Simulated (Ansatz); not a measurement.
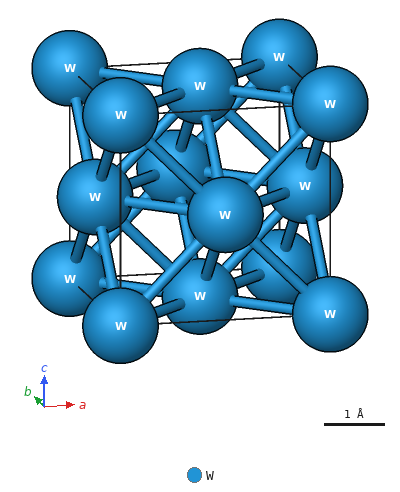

**Figure 1.** The structure as given in the input (ball-and-stick view of the cell 4 times as large as that of the calculation, set on its symmetry axes, seen slightly off an axis).

# Geometry relaxation, with input and output: W

System: W (Fm-3m, 1 atom in the cell).
Method: DFT, PBE, PAW with Ansatz's default frozen-core files, scalar-relativistic, no spin polarisation (Ansatz 0.2.0).

The structure was built on a prototype by a generator; it need not be a known phase. Its volume is 0.71 times that of the source entry. It belongs to a series of runs on one base structure; here: fcc relaxed under pressure, PAW files.

Output:
```
Engine: ansatz 0.2.0, x86_64-unknown-linux-gnu
Pseudopotentials: kind: paw
Pseudopotential: W, paw, valence charge 14, recommended cutoff 420 eV (normal), W.paw.azcp
Functional definition: PBE
  parameter kappa = 0.804
  parameter beta = 0.06672455060314922
  exchange = pbe_x(kappa = kappa, mu = beta*pi^2/3)
  correlation = pbe_c(beta = beta)
Crystal: 1 atoms, lattice volume = 11.689 Å³
Basis set: ecut = 420 eV, 259 PW (Γ), exchange–correlation on 36×36×36 points (8 copies of the dense FFT grid, shifted against one another)
Bands: 11, of which v1, the nominal top of the filled ones, is band 7 counted from 1 (6 counted from 0)
Symmetry: 48 space group operations
Space group: Fm-3m (ITA 225), of the structure as read, at distance tolerance 2.3e-5 Å
k-points: 195 of 5832
Non-local potential: W, projectors of the file, l = 0: 3, l = 1: 2, l = 2: 2, l = 3: 1
PAW form: soft (Blöchl's): semilocal exchange-correlation on the pseudo side does not see the compensation charge
PAW one-centre angular grid: W, 590 points (default); XC on 64 Gauss nodes
Initial density: superposition of atomic densities (neutral atoms: chi_scale 0, normalization atom), corrected by the library's trained network
Initial wavefunctions: pseudopotential atomic-orbital guess
Functional: x = pbe(κ = 0.804, μ = 0.2195149727645171), c = pbe(β = 0.06672455060314922)
SCF iter   1: F=—  HF=-10382.251365 eV  |F-HF|=—  |Δ(HF+E_count)|=         —  Δρ=7.53e-3  dr2=2.02e-3  ethr=1.77e-3  ⟨swp⟩=5.1  Hψ=11575  notcnv=0
preconditioner: auto → none  [metal: Δε(μ)=0.030 eV  Ē_g=11.984 eV  σ=0.100 eV  W_gap=0.08  n_scr=0 (ndim 8)  ℏωp=26.6 eV  f_vac=0.000  D(μ)=0.76/eV (n_scr^D=8)]
SCF iter   2: F=—  HF=-10382.251202 eV  |F-HF|=—  |Δ(HF+E_count)|=   1.63e-4  Δρ=3.65e-3  dr2=3.92e-4  ethr=1.44e-5  ⟨swp⟩=1.3  Hψ=3823  notcnv=0
SCF iter   3: F=—  HF=-10382.251321 eV  |F-HF|=—  |Δ(HF+E_count)|=   1.19e-4  Δρ=2.34e-4  dr2=1.39e-6  ethr=2.80e-6  ⟨swp⟩=2.0  Hψ=2511  notcnv=0
SCF iter   4: F=—  HF=-10382.251320 eV  |F-HF|=—  |Δ(HF+E_count)|=   8.83e-7  Δρ=2.61e-5  dr2=3.89e-8  ethr=9.91e-9  ⟨swp⟩=2.3  Hψ=3360  notcnv=0
iter 5 did not close the SCF: its close was put off for the readings that it lacked (scf_convergence_deferred on its scf_iter line)
SCF iter   5: F=-10382.251320 eV  HF=-10382.251320 eV  |F-HF|=6.25e-9  |Δ(HF+E_count)|=   5.09e-9  Δρ=9.38e-6  dr2=7.71e-9  ethr=2.78e-10  ⟨swp⟩=2.0  Hψ=3530  notcnv=0
SCF iter   6: F=-10382.251320 eV  HF=-10382.251320 eV  |F-HF|=3.35e-10  |Δ(HF+E_count)|=   3.61e-9  Δρ=2.21e-6  dr2=4.11e-10  ethr=5.51e-11  ⟨swp⟩=5.2  Hψ=11200  notcnv=0
SCF 1 converged in 6 iterations: F = -10382.251320 eV  dr2 = 4.11e-10
  greatest PAW one-centre occupation: 0.999 electrons in one spin orbital (limit 2), on the W atom at site 0 (counted from 0), in its partial waves of l = 0
relax step   1: F+E_penalty+E_count = -10382.25131996 eV  Δ(F+E_penalty+E_count) = +0.000e0 eV  max|allowed force component| = 0.000e0 eV/Å  Δτ_max = 0.0000 Å  P = +186.537 GPa  Ω = 11.689 Å³  (6 SCF iters, dr2 threshold 1.00e-7 eV, accepted)
Crystal: 1 atoms, lattice volume = 11.557 Å³
Basis set: ecut = 420 eV, 229 PW (Γ), exchange–correlation on 36×36×36 points (8 copies of the dense FFT grid, shifted against one another)
Initial density: handed on by an earlier stage of this run
Initial wavefunctions: those handed on with the density
iter 1 solved again at ethr=3.28e-7 eV; its pass at ethr=3.10e-3 eV (dr2=4.59e-5 eV) is discarded
SCF iter   1: F=—  HF=-10382.092634 eV  |F-HF|=—  |Δ(HF+E_count)|=         —  Δρ=6.58e-4  dr2=2.85e-5  ethr=3.28e-7  ⟨swp⟩=2.0  Hψ=14567  notcnv=0
preconditioner: auto → none  [metal: Δε(μ)=0.031 eV  Ē_g=12.111 eV  σ=0.100 eV  W_gap=0.08  n_scr=0 (ndim 8)  ℏωp=26.8 eV  f_vac=0.000  D(μ)=0.74/eV (n_scr^D=8)]
SCF iter   2: F=—  HF=-10382.092634 eV  |F-HF|=—  |Δ(HF+E_count)|=   2.45e-7  Δρ=2.89e-4  dr2=3.88e-6  ethr=2.04e-7  ⟨swp⟩=2.5  Hψ=3556  notcnv=0
SCF iter   3: F=-10382.092637 eV  HF=-10382.092637 eV  |F-HF|=7.66e-8  |Δ(HF+E_count)|=   2.71e-6  Δρ=2.99e-5  dr2=3.74e-8  ethr=7.14e-10  ⟨swp⟩=7.2  Hψ=12490  notcnv=0
SCF 2 converged in 3 iterations: F = -10382.092637 eV  dr2 = 3.74e-8
relax step   2: F+E_penalty+E_count = -10382.09263705 eV  Δ(F+E_penalty+E_count) = +1.587e-1 eV  max|allowed force component| = 0.000e0 eV/Å  Δτ_max = 0.0000 Å  P = +196.860 GPa  Ω = 11.557 Å³  energy of the carried Pulay correction = +1.332e-4 eV  (3 SCF iters, dr2 threshold 1.00e-7 eV, rejected (line search))
Crystal: 1 atoms, lattice volume = 11.645 Å³
iter 1 solved again at ethr=1.43e-7 eV; its pass at ethr=3.10e-3 eV (dr2=2.00e-5 eV) is discarded
SCF iter   1: F=—  HF=-10382.198634 eV  |F-HF|=—  |Δ(HF+E_count)|=         —  Δρ=4.11e-4  dr2=1.16e-5  ethr=1.43e-7  ⟨swp⟩=2.0  Hψ=14196  notcnv=0
preconditioner: auto → none  [metal: Δε(μ)=0.015 eV  Ē_g=12.028 eV  σ=0.100 eV  W_gap=0.04  n_scr=0 (ndim 8)  ℏωp=26.7 eV  f_vac=0.000  D(μ)=0.76/eV (n_scr^D=8)]
SCF iter   2: F=—  HF=-10382.198632 eV  |F-HF|=—  |Δ(HF+E_count)|=   1.30e-6  Δρ=1.79e-4  dr2=1.55e-6  ethr=8.25e-8  ⟨swp⟩=2.6  Hψ=3560  notcnv=0
SCF iter   3: F=—  HF=-10382.198634 eV  |F-HF|=—  |Δ(HF+E_count)|=   1.36e-6  Δρ=1.92e-5  dr2=1.48e-8  ethr=1.11e-8  ⟨swp⟩=2.1  Hψ=2762  notcnv=0
SCF iter   4: F=—  HF=-10382.198634 eV  |F-HF|=—  |Δ(HF+E_count)|=   2.98e-8  Δρ=2.07e-6  dr2=1.75e-10  ethr=1.06e-10  ⟨swp⟩=2.3  Hψ=3255  notcnv=0
SCF iter   5: F=-10382.198634 eV  HF=-10382.198634 eV  |F-HF|=3.64e-12  |Δ(HF+E_count)|=  2.80e-10  Δρ=1.60e-7  dr2=1.25e-12  ethr=1.00e-12  ⟨swp⟩=6.0  Hψ=8891  notcnv=0
SCF 3 converged in 5 iterations: F = -10382.198634 eV  dr2 = 1.25e-12
relax step   3: F+E_penalty+E_count = -10382.19863372 eV  Δ(F+E_penalty+E_count) = +5.269e-2 eV  max|allowed force component| = 0.000e0 eV/Å  Δτ_max = 0.0000 Å  P = +189.973 GPa  Ω = 11.645 Å³  energy of the carried Pulay correction = +4.486e-5 eV  (5 SCF iters, accepted)
Initial wavefunctions: pseudopotential atomic-orbital guess (no wavefunctions were taken with the density)
iter 1 solved again at ethr=2.38e-8 eV; its pass at ethr=3.10e-3 eV (dr2=3.34e-6 eV) is discarded
SCF iter   1: F=—  HF=-10382.198588 eV  |F-HF|=—  |Δ(HF+E_count)|=         —  Δρ=1.60e-5  dr2=4.64e-9  ethr=2.38e-8  ⟨swp⟩=3.2  Hψ=17570  notcnv=0
preconditioner: auto → none  [metal: Δε(μ)=0.014 eV  Ē_g=12.028 eV  σ=0.100 eV  W_gap=0.03  n_scr=0 (ndim 8)  ℏωp=26.7 eV  f_vac=0.000  D(μ)=0.76/eV (n_scr^D=8)]
SCF iter   2: F=—  HF=-10382.198587 eV  |F-HF|=—  |Δ(HF+E_count)|=   5.65e-7  Δρ=7.68e-6  dr2=9.45e-10  ethr=3.31e-11  ⟨swp⟩=2.3  Hψ=3508  notcnv=0
SCF iter   3: F=-10382.198587 eV  HF=-10382.198587 eV  |F-HF|=3.64e-12  |Δ(HF+E_count)|=  3.02e-10  Δρ=6.95e-7  dr2=1.14e-11  ethr=1.00e-12  ⟨swp⟩=5.1  Hψ=11608  notcnv=0
SCF 4 converged in 3 iterations: F = -10382.198587 eV  dr2 = 1.14e-11
relax step   4: F+E_penalty+E_count = -10382.19858709 eV  Δ(F+E_penalty+E_count) = +4.663e-5 eV  max|allowed force component| = 0.000e0 eV/Å  Δτ_max = 0.0000 Å  P = +189.974 GPa  Ω = 11.645 Å³  stress off target by 2.61e-2 GPa  SCF on the basis re-selected at this cell (its energy is not comparable with the rows above)  (3 SCF iters)
```

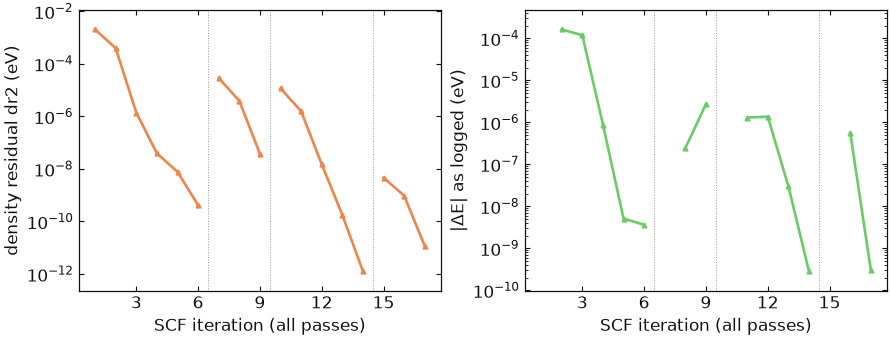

**Figure 2.** Convergence of the self-consistent field: density residual dr2 and size of the energy change against the SCF iteration. The dotted lines part the SCF passes of the relaxation: geometry steps, rejected trials and re-solves on a re-selected basis. The passes take 6, 3, 5 and 3 iterations.

```
basis re-selected at this cell: Δ(F+E_penalty+E_count) = +4.663e-5 eV, ΔP = +0.001 GPa vs the last step (what re-selecting the basis moved, of the pressure what is left beyond the Pulay correction that the steps carried, after the strain that the cell walked since its last selection, with what the two solves' SCF thresholds leave and, on support functions, any second-order correction that the steps lacked; it is no measure of the basis error at this ecutwfc). This SCF's stress stands 2.61e-2 GPa from its target on what of the cell is left free (relax.cell.stress_tol is 9.50e-2 GPa) and its largest allowed force component is 0.00e0 eV/Å (relax.f_tol is 5.00e-3 eV/Å): within both
SCF converged after 3 iterations
Free energy (F): -10382.198587 eV
Harris-Foulkes:  -10382.198587 eV  (|F-HF|=3.64e-12)
Internal energy: -10382.173727 eV  (E = F + TS)
E sigma→0 (E₀):  -10382.186157 eV
Entropy (-TS):   -0.024860 eV (-24.860 meV/atom)
Fermi energy:    31.119479 eV
--- Per-component energies (eV) ---
  E_band       = 41.610256
  E_kinetic    = 470.907661
  E_local      = -383.665779  (includes V_loc(G=0)·N_el)
  E_nonlocal   = 4.668385
  E_hartree    = 162.089804
  E_xc         = -273.014401
  E_vxc        = -246.888449  (∫ρ·V_xc dr)
  E_paw        = -8564.937996  (= ΣΔE_a)
  E_vpaw       = -127.591058  (= ΣTr[D̂ρ^β])
  E_aug_tail   = -0.000063  (compensation charges beyond the density's cutoff)
  E_ewald      = -1798.221338
  E_smearing   = -0.024860  (= −TS)
  E_closure    = 0.000000  (closes the sum)
  Σ components = -10382.198587   (vs F -10382.198587, Δ=0.00e0)
--- Forces (eV/Å), atoms counted from 1 ---
  atom   1  W     -0.00000000    -0.00000000     0.00000000
  max |Σ_I F_I| component: 9.86e-32 eV/Å
--- Stress (GPa, compression-positive) ---
      189.973879      -0.000000      -0.000000
       -0.000000     189.973879      -0.000000
       -0.000000      -0.000000     189.973879
  P = ⅓ Tr σ = 189.9739 GPa (1899.739 kbar)
--- Band table (eV; the first three rows and the last of 195) ---
  k-point 0: bands = ["-42.2180", "-4.9890", "-4.9890", "-4.9890", "20.5616", "29.8106", "29.8106", "29.8106", "34.8241", "34.8241", "44.1184"]
  k-point 1: bands = ["-42.2044", "-5.1077", "-5.0024", "-5.0024", "20.7781", "29.6457", "29.9108", "29.9108", "34.7051", "34.7051", "44.5358"]
  k-point 2: bands = ["-42.1651", "-5.4419", "-5.0409", "-5.0409", "21.3822", "29.2487", "30.1715", "30.1715", "34.4350", "34.4350", "45.6178"]
  k-point 194: bands = ["-41.5961", "-7.3791", "-7.0446", "-6.2782", "25.2379", "27.5019", "29.3476", "32.9261", "40.1981", "46.1135", "46.6246"]
--- Relaxed structure (3 steps of the walk, 2 accepted, 1 SCFs on fresh bases) ---
  F+E_penalty+E_count = -10382.19858709 eV   max|allowed force component| = 0.000e0 eV/Å   (the final SCF, on the basis selected at the relaxed cell)
  cell:  # Å, volume = 11.6446 Å³
    - [2.038148813158236e-34, 1.7989993582757422, 1.7989993582757422]
    - [1.7989993582757422, -1.019074406579118e-34, 1.7989993582757422]
    - [1.7989993582757422, 1.7989993582757422, 0.0]
  atoms:
    - { symbol: W, position: [0.0, 0.0, 0.0] }
```

File rho_z.tsv:
```
# z_ang	rho[e/angstrom^3]
# format = ansatz-planar-average/11
# lattice	0.000000000	1.798999358	1.798999358
# lattice	1.798999358	-0.000000000	1.798999358
# lattice	1.798999358	1.798999358	0.000000000
# sites	1
# site	74	0.000000000	0.000000000	0.000000000
0.000000	1.911449e0
0.141343	1.882012e0
0.282685	1.781400e0
0.424028	1.592863e0
0.565371	1.330908e0
0.706714	1.047594e0
0.848056	8.024713e-1
0.989399	6.316759e-1
1.130742	5.397485e-1
1.272085	5.122139e-1
1.413427	5.397485e-1
1.554770	6.316759e-1
1.696113	8.024713e-1
1.837456	1.047594e0
1.978798	1.330908e0
2.120141	1.592863e0
2.261484	1.781400e0
2.402827	1.882012e0
```

File v_z.tsv:
```
# z_ang	v_es[eV]	v_tot[eV]
# format = ansatz-planar-average/11
# xc	pbe
# density_cutoff_ev	1680
# datasets	W=:simpson_from_first_knot:soft
# lattice	0.000000000	1.798999358	1.798999358
# lattice	1.798999358	-0.000000000	1.798999358
# lattice	1.798999358	1.798999358	0.000000000
# sites	1
# site	74	0.000000000	0.000000000	0.000000000
0.000000	3.332571e0	-1.533379e1
0.141343	3.883634e0	-1.461383e1
0.282685	5.496576e0	-1.249587e1
0.424028	8.048354e0	-9.130057e0
0.565371	1.132541e1	-4.813216e0
0.706714	1.501414e1	-6.526918e-3
0.848056	1.869518e1	4.682683e0
0.989399	2.186108e1	8.594757e0
1.130742	2.399568e1	1.116195e1
1.272085	2.474481e1	1.204959e1
1.413427	2.399568e1	1.116195e1
1.554770	2.186108e1	8.594757e0
1.696113	1.869518e1	4.682683e0
1.837456	1.501414e1	-6.526918e-3
1.978798	1.132541e1	-4.813216e0
2.120141	8.048354e0	-9.130057e0
2.261484	5.496576e0	-1.249587e1
2.402827	3.883634e0	-1.461383e1
```

Trajectory as extended XYZ (Å, eV, eV/Å), 4 frames, from step=1 to step=4:
```
1
Lattice="0.0000 1.8013 1.8013 1.8013 0.0000 1.8013 1.8013 1.8013 0.0000" Properties=species:S:1:pos:R:3:forces:R:3 step=1 energy=-10382.25132 pressure_GPa=186.54
W     0.0000    0.0000    0.0000    0.0000   0.0000   0.0000
1
Lattice="0.0000 1.7945 1.7945 1.7945 0.0000 1.7945 1.7945 1.7945 0.0000" Properties=species:S:1:pos:R:3:forces:R:3 step=2 energy=-10382.09264 pressure_GPa=196.86 accepted=F
W     0.0000    0.0000    0.0000    0.0000   0.0000   0.0000
1
Lattice="0.0000 1.7990 1.7990 1.7990 0.0000 1.7990 1.7990 1.7990 0.0000" Properties=species:S:1:pos:R:3:forces:R:3 step=3 energy=-10382.19863 pressure_GPa=189.97
W     0.0000    0.0000    0.0000    0.0000   0.0000   0.0000
1
Lattice="0.0000 1.7990 1.7990 1.7990 0.0000 1.7990 1.7990 1.7990 0.0000" Properties=species:S:1:pos:R:3:forces:R:3 step=4 energy=-10382.19859 pressure_GPa=189.97
W     0.0000    0.0000    0.0000    0.0000   0.0000   0.0000
```

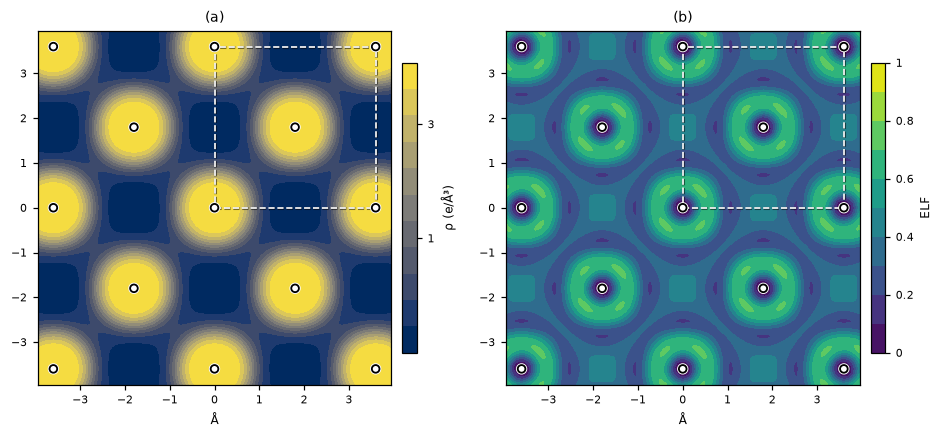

**Figure 3.** (a) valence electron density; (b) ELF on the (010) plane of the conventional cell. Circles mark the nuclei in the plane (W). Atoms in the plane: W. W–W (2.54 Å): the density is about 0.56 e/Å³ at the midpoint; the ELF is about 0.30 at the midpoint (no shared electron pair). Away from the nuclei the density in this plane falls to 0.33 e/Å³ at its lowest. The strong features right at W lie inside the PAW spheres (semicore, d or f shells) and say nothing about bonding. Core electrons are frozen (PAW), so the fields are smoothed inside the atomic spheres.

This output came from the following input.

Input:
```yaml
crystal:
  lattice:
    - [0.0, 1.8013075482, 1.8013075482]
    - [1.8013075482, 0.0, 1.8013075482]
    - [1.8013075482, 1.8013075482, 0.0]
  atoms:
    - { symbol: W, position: [0.0, 0.0, 0.0] }
kpoints:
  mp_grid: { grid: [18, 18, 18] }
scf:
  occupations: { method: fermi_dirac, width: 0.1 }
hamiltonian:
  xc: pbe
  pseudopotentials: { kind: paw }
output:
  forces: true
  stress: true
  eigenvalues: true
  write_density: true
  write_potential: true
  elf: true
  volumetric_format: npy
relax:
  f_tol: 0.005
  max_steps: 40
  cell: { p_target: 190.0, stress_tol: 0.095 }
```

Launch command:
```bash
ansatz run input.yaml --threads 1 --pin off --max-ram 3584MiB --backend cpu --events-out ev --progress --plain --runs-dir out
```

Results in brief:

- outcome: converged
- space group (tolerance 0.01 Å): Fm-3m (225)
- electrons treated: 14
- free energy: −10382.1986 eV
- Fermi energy: 31.119 eV
- pressure: 189.97 GPa
- final volume: 11.64 Å³
- largest force (length of the vector) at the end: under 0.001 eV/Å
- final cell: a = 2.544 Å, b = 2.544 Å, c = 2.544 Å, α = 60.00°, β = 60.00°, γ = 60.00°
- hardware: 1 thread of AMD EPYC (Zen 5), 64 GiB of memory available, shared host
- wall time: 3.5 s
- peak memory: 0.38 GiB

Remarks:

Spin–orbit coupling is left out, which matters for W. The cell was relaxed to the target pressure of the input; what is minimised is then the enthalpy E + pV.
